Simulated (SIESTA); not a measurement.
System: Ge (space group Imma).

Computed with SIESTA 5.4.2: DFT in numerical atomic orbitals with pseudopotentials, no spin polarisation; energies at scaled volumes of the given cell, shape and fractions fixed, counted from the fit's minimum, third-order Birch-Murnaghan fit. All runs: no spin polarisation.

- k mesh: 11×11×11
- occupations: Fermi–Dirac
- smearing width: 0.05 eV
- potentials: PseudoDojo 0.4 standard, converted to PSML, two zetas on semicore shells

Predict the pressure against volume, with one curve for each functional. The cases: PBEsol; LDA.

The fitted equilibrium volumes, smallest first, are LDA 18.293, PBEsol 18.775 Å³/atom. The fitted bulk moduli, smallest first, are PBEsol 72.0, LDA 75.5 GPa. For PBEsol, the pressure falls from 3.88 GPa at volume 17.87 Å³/atom to −4.22 GPa at 20.16 Å³/atom, and changes sign near 18.78 Å³/atom. For LDA, the pressure falls from 1.85 GPa at volume 17.87 Å³/atom to −5.76 GPa at 20.16 Å³/atom, and changes sign near 18.30 Å³/atom.

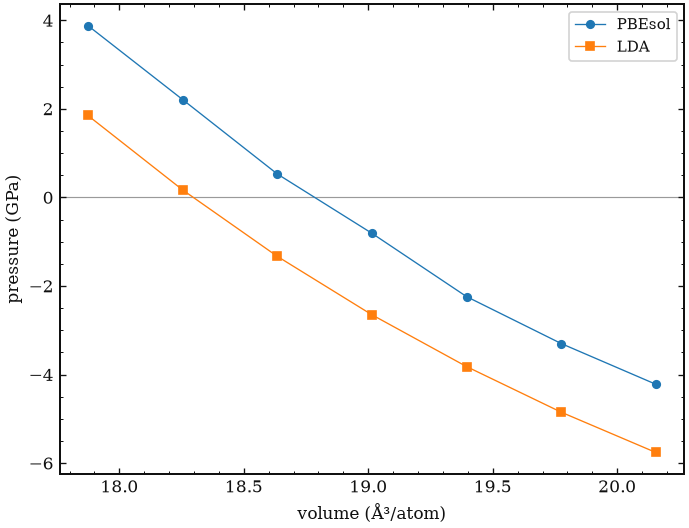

Keep in mind: mulliken charges of long orbitals; shape and atomic fractions are frozen while scaling, which makes layered, chain and framework solids too stiff.
